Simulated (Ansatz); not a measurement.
System: CdSe, space group P6_3mc (No. 186), 4 atoms in the cell.

```xyz
4
Lattice="4.2985 0.0000 0.0000 -2.1492 3.7226 0.0000 0.0000 0.0000 7.0152" Properties=species:S:1:pos:R:3 pbc="T T T"
Cd    2.1492    1.2409    0.0000
Cd    0.0000    2.4817    3.5076
Se    2.1492    1.2409    2.6307
Se    0.0000    2.4817    6.1383
```

Method: DFT, PBE, PAW with Ansatz's default frozen-core files, scalar-relativistic, no spin polarisation, 7×7×4 k mesh (Ansatz 0.2.0).

Predict the main features of the band structure. The path is Γ–M–K–Γ–A–L–H–A–L.

The bands leave a gap. The gap along this path is 0.67 eV and direct: both edges lie at Γ. Two bands meet at the valence-band top at Γ: it is doubly degenerate (spin aside). The next level lies only 0.05 eV lower. The direct gaps are 3.97 eV at M, 4.29 eV at L and 2.78 eV at A.

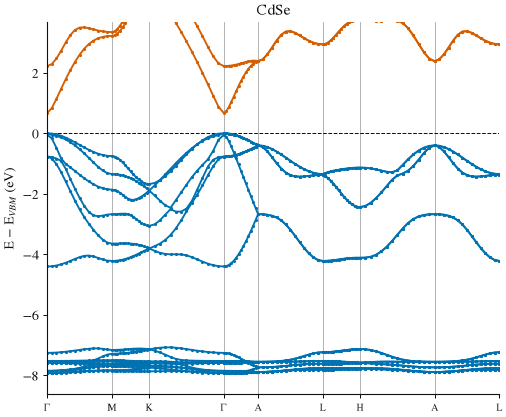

Band structure. Energies are counted from the top of the valence band. The path runs straight from each named point to the next.
